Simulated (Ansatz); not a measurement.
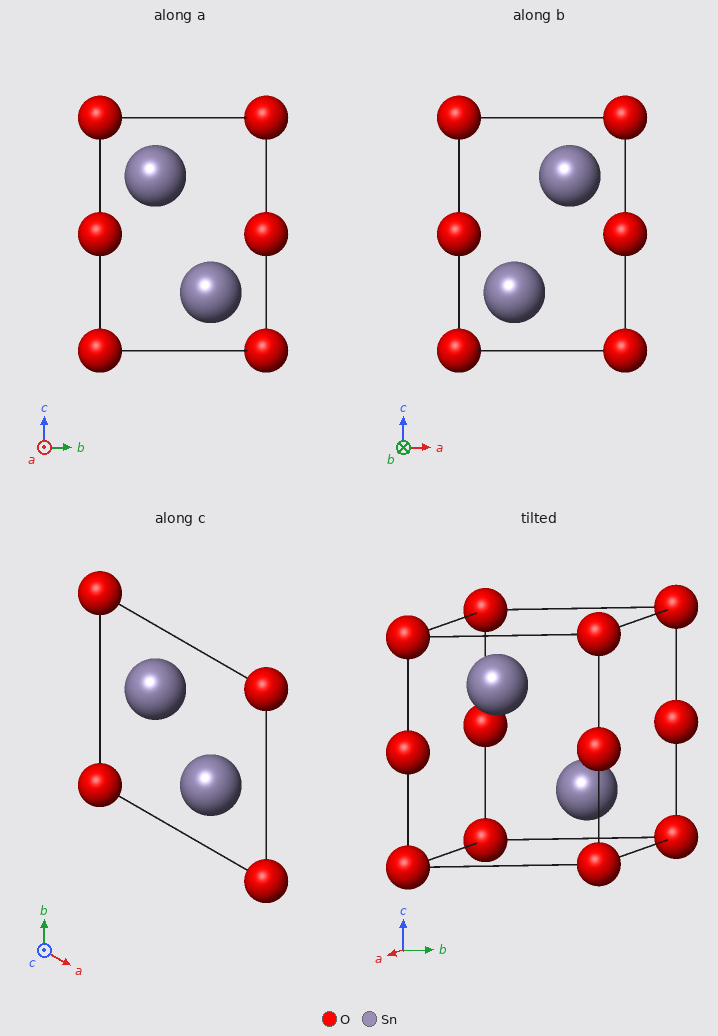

Crystal structure, spheres-only style, seen along the a axis, along the b axis, along the c axis and slightly off an axis. One conventional unit cell is outlined, and atoms on its boundary appear in each equivalent place.

Lattice parameters: a = 4.057 Å, b = 4.057 Å, c = 4.925 Å, α = 90.00°, β = 90.00°, γ = 120.00°.

Question: From the views, write a table of Wyckoff sites.

Answer: Space group P6_3/mmc (No. 194).
```tsv
atom	site	x	y	z
O	2a	0.0000	0.0000	0.0000
Sn	2c	0.3333	0.6667	0.2500
```

Note that this is a generated cell, made by putting these elements into a known structure type (the compound may or may not exist in this form), and that it hasn't been relaxed. It was the input of a calculation with Ansatz.

At this level of theory the cell isn't at rest (stretched, at -5 GPa), so its distances can differ from those at equilibrium, the more so the softer the solid.
